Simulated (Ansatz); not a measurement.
Consider TiAl.

The calculation's input:

```
crystal:
  lattice:
    - [2.8373, 0.0, 0.0]
    - [0.0, 2.8373, 0.0]
    - [0.0, 0.0, 4.0591]
  atoms:
    - { symbol: Ti, position: [-0.0249218194, -0.0249218194, -0.0492720061] }
    - { symbol: Al, position: [0.5, 0.5, 0.5] }
basis:
  ecutwfc: 420
kpoints:
  mp_grid: { grid: [16, 16, 12] }
hamiltonian:
  xc: pbe
scf:
  occupations: { method: gaussian, width: 0.15 }
output:
  forces: true
  stress: true
  eigenvalues: true
  write_density: true
  write_potential: true
  elf: true
  volumetric_format: npy
```

Command:

```sh
ansatz run input.yaml --threads 1 --pin off --max-ram 2560MiB --backend cpu --events-out ev --progress --plain --runs-dir out
```

Below, planes, directions and counts refer to the conventional cell (a = 4.01 Å, b = 4.01 Å, c = 4.06 Å, α = 90.00°, β = 90.00°, γ = 90.00°).

Space group Cm; changed on purpose from its base cell (atom 1 (Ti) moved by (-0.100, -0.200) A along [1 1 0] and z); not relaxed (largest force 1.3 eV/Å); computed without spin polarisation.

Level of theory: Ansatz, DFT PBE, scalar-relativistic, plane waves, PAW.

Question: What can the converged valence pseudo-density and electron localisation function tell about the bonding?

Answer: Ti–Al (2.64 Å): the density is about 0.25 e/Å³ at the midpoint; the ELF is about 0.35 at the midpoint.
Ti–Al (2.79 Å): ρ is about 0.22 e/Å³ halfway; the ELF is about 0.35 at the midpoint.
Ti–Al (2.93 Å): ρ at the midpoint is about 0.18 e/Å³; the ELF is about 0.40 at the midpoint.

Question: Does the calculation make it a metal, or give it a gap?

Answer: It is gapless in this calculation (a metal or semimetal).

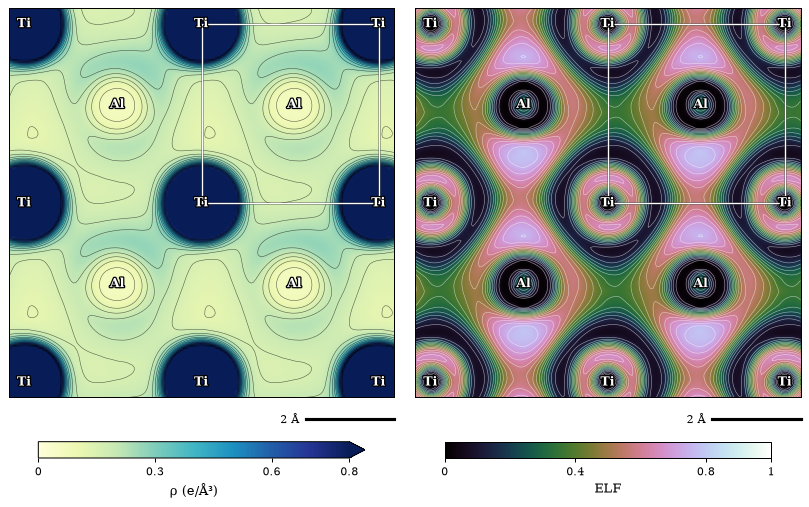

Computed valence pseudo-density and electron localisation function on the (010) plane of the conventional cell, in this order. 
